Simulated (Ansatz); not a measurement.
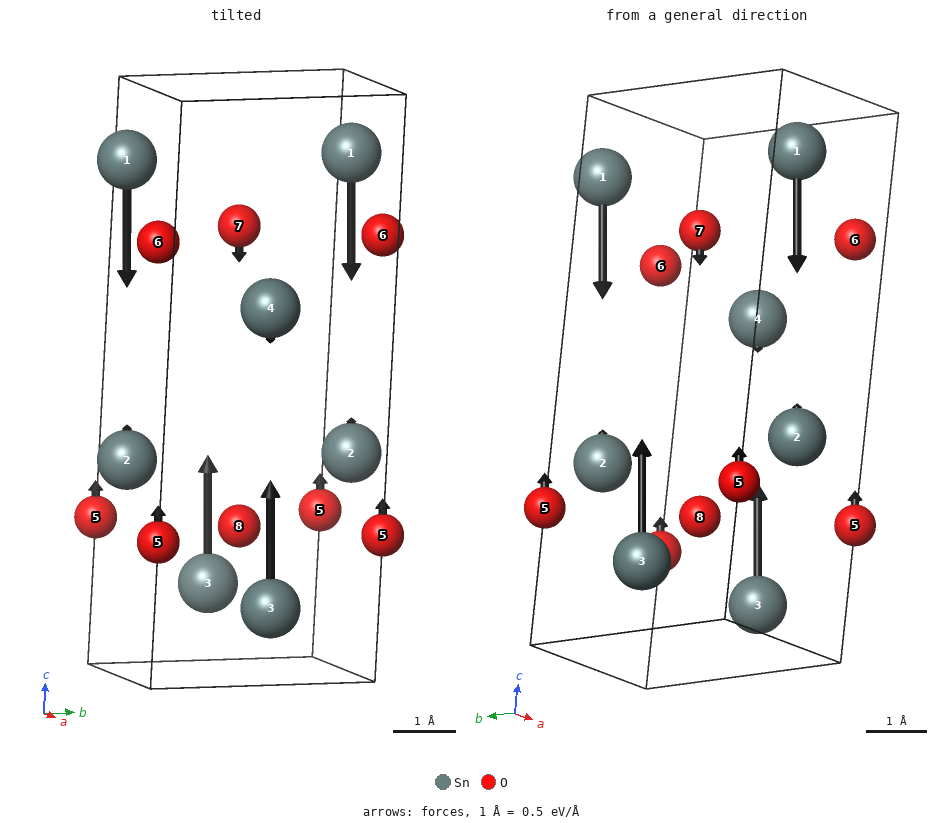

Drawn in the spheres-only manner and seen slightly off an axis and from a general direction. The frame is the simulation cell; atoms at its boundary are shown with their periodic copies. The arrows are the computed forces on the atoms.

System: SnO. All computed values are from DFT r2SCAN, scalar-relativistic, plane waves, PAW in Ansatz. Settings: plane waves up to 500 eV, a 9×9×4 grid in reciprocal space, Gaussian smearing of 0.03 eV, no spin polarisation.

> Would an optimiser stop at this geometry?

No. The atoms still feel forces of up to about 0.83 eV/Å, far above a usual threshold of 0.01 to 0.03 eV/Å.

> Where does the largest force act?

Sn1 and Sn3, about 0.83 eV/Å.

Starting structure: a structure listed in the Materials Project. The cell was then strained or its atoms displaced on purpose. It was run through Ansatz as a DFT input.
